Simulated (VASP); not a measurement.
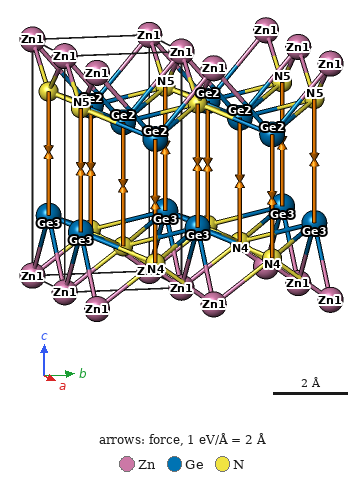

Starting geometry of a crystal of ZnGe$_{2}$N$_{2}$ (a generated structure, set up in P-4m2) with the computed forces as orange arrows. A ball-and-stick model of the cell of the calculation, repeated 2 × 2 × 1 with one cell outlined, seen slightly off an axis.

The run lets cell and atoms move.

The calculation used Kohn-Sham DFT of a periodic cell, PBE, VASP PAW PBE potentials, recommended in VASP 6.6.1.

Input file:
```
SYSTEM = ZnGe2N2
PREC = Normal
ENCUT = 520
EDIFF = 1E-4
ISMEAR = 0
SIGMA = 0.15
LREAL = .False.
LASPH = .True.
NELM = 60
ALGO = Fast
ISIF = 3
LWAVE = .False.
LCHARG = .False.
GGA = PE
IBRION = 2
NSW = 24
EDIFFG = -0.08
KPAR = 2
```

Run as
```bash
cat potpaw_PBE.64/Zn/POTCAR potpaw_PBE.64/Ge_d/POTCAR potpaw_PBE.64/N/POTCAR > POTCAR
mpirun -np 2 vasp_std > vasp.out
```

Q: Is this structure relaxed? If not, where do the atoms go?

A: It isn't relaxed: the largest force vector, on Ge atoms, is 0.91 eV/Å. The atoms end up moving mostly along the starting forces (cosine between the two patterns 0.88). The largest moves relative to the cell, 0.15 Å, are those of Ge2 and Ge3. Ge2 goes along −c. Largest moves by element: Ge 0.15 Å, N 0.04 Å. Zn stays in place. Cell: a = b 3.300 → 2.905 Å (−12.0 %), c 6.500 → 8.025 Å (+23.5 %). Volume −4.3 %. Near-neighbour distances that change, for instance: Zn1–Ge2 2.505 → 2.875 Å, Ge2–N5 2.431 → 2.264 Å, Zn1–N4 2.042 → 2.108 Å. Bond angles that change, for instance: Zn1–Ge3–Zn1 82.4° → 60.7°, Zn1–N4–Zn1 107.8° → 87.1°. The space group stays P-4m2 (No. 115). After 21 geometry steps the energy has fallen by 288 meV per atom. The largest force component goes from 0.91 to 0.078 eV/Å. The pressure goes from 2.48 to 0.27 GPa. It ran on 2 threads of Intel(R) Xeon(R) Platinum 8488C (Sapphire Rapids), with other jobs on the host.
